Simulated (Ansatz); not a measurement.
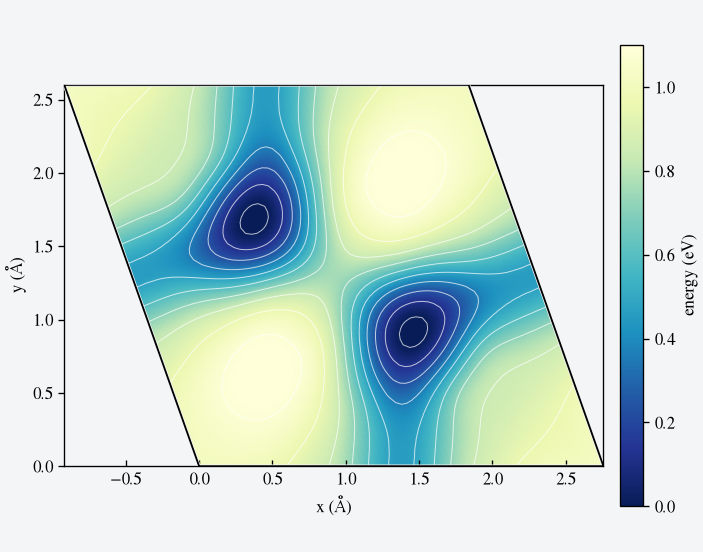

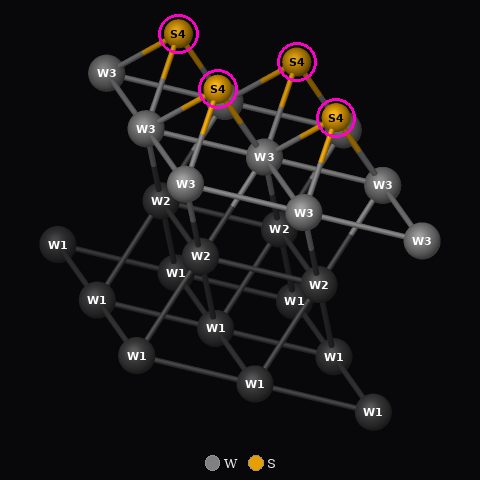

Energy landscape of S on a W(110) slab cut from the Im-3m phase, its upper half relaxed before the scan (3 atoms of substrate and one adsorbate in a 1 × 1 cell). 
- S is moved over the surface cell; relaxed at each place: the height of the adsorbate's atoms; substrate rigid; the origin of the map has the adsorbate above W3.
- Places are given modulo a cell vector. The map is drawn in real space over the plane of the surface.
- The scan uses a 6 × 6 grid; 13 points were computed and 23 follow by symmetry.
- Energies: eV, counted from the lowest grid point.
- With one adsorbate in each 1 × 1 cell, its nearest image is 2.8 Å away, so neighbouring adsorbates interact.
- Theory: DFT PBE, scalar-relativistic, plane waves, PAW (Ansatz 0.2.0). Settings: cutoff 420 eV, k-mesh 10×10×1, gaussian smearing 0.1 eV, no spin polarisation.

Drawn: a smooth colour map with a few white contour lines, the outline of one cell of the plane. Between grid points the surface is interpolated. The second picture is the structure at the lowest point; rings mark the moved atoms.

**Describe this landscape.**

The lowest grid point is at (2/6, 4/6) of the cell vectors [nearest 1 W at 2.28 Å]; the map holds 2 wells of about this depth. The bottom of the well lies between grid points, at about (0.35, 0.65) of the cell vectors, about 0.039 eV lower on the interpolated surface. The highest grid point, (1/6, 1/6) of the cell vectors [nearest 1 W at 2.38 Å], lies 1.10 eV above the lowest. On the interpolated surface the easiest way out of the lowest well to a well of about the same depth near (4/6, 2/6) of the cell vectors [nearest 1 W at 2.28 Å] passes a barrier of about 0.49 eV, counted from the interpolated bottom of the well. At the lowest point the adsorbate has 1 W at 2.28 Å as nearest neighbours, at the highest 1 W at 2.38 Å. Its relaxed height above the top atom is 1.71 Å at the lowest and 2.32 Å at the highest point.

Grid values (eV):

| second ↓, first → | 0/6 | 1/6 | 2/6 | 3/6 | 4/6 | 5/6 |
| --- | --- | --- | --- | --- | --- | --- |
| 5/6 | 0.99 | 0.87 | 0.64 | 0.46 | 1.01 | 1.10 |
| 4/6 | 0.82 | 0.64 | 0.00 | 0.53 | 1.07 | 1.01 |
| 3/6 | 0.45 | 0.46 | 0.53 | 0.76 | 0.53 | 0.46 |
| 2/6 | 0.82 | 1.01 | 1.07 | 0.53 | 0.00 | 0.64 |
| 1/6 | 0.99 | 1.10 | 1.01 | 0.46 | 0.64 | 0.87 |
| 0/6 | 1.01 | 0.99 | 0.82 | 0.45 | 0.82 | 0.99 |

Each point was launched as `ansatz run input.yaml --threads 1 --pin off --max-ram 3072MiB --backend cpu --events-out ev --progress --plain --runs-dir out`. Time for the 13 points that were run: 11 min on 1 thread of Arm Neoverse V2, on a shared host.

PAW datasets: the set soft_1.
